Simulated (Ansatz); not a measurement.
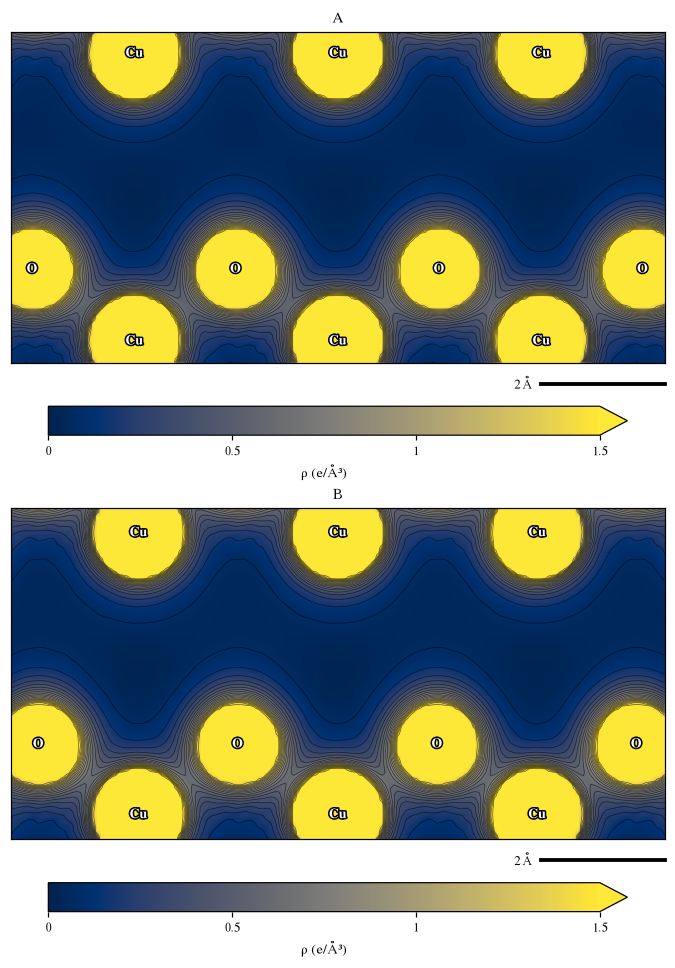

CuO. The valence charge density (pseudo) of two cells that differ in size, on the (11̄0) plane of each (indices in the axes of the calculation cell), at one length scale and on one colour scale: A has 12.6 Å³ an atom and B 11.8.

Theory: Kohn-Sham DFT of a periodic cell, PBE, Ansatz PAW (Ansatz).

The larger cell:

```
Cu O
1.0
     0.00000    2.32725    2.32725
     2.32725    0.00000    2.32725
     2.32725    2.32725    0.00000
Cu O
1 1
Direct
  0.00000 0.00000 0.00000
  0.25000 0.25000 0.25000
```

The smaller cell: a = 3.224 Å, b = 3.224 Å, c = 3.224 Å, α = 60.00°, β = 60.00°, γ = 60.00°.

Question: What does the compression do to the bonding and the properties?

Answer: From the larger cell to the smaller, Cu–O goes from 2.02 to 1.97 Å, and the density at its midpoint from 0.56 to 0.61 e/Å³; the pressure goes from −10 to −3.0 GPa.
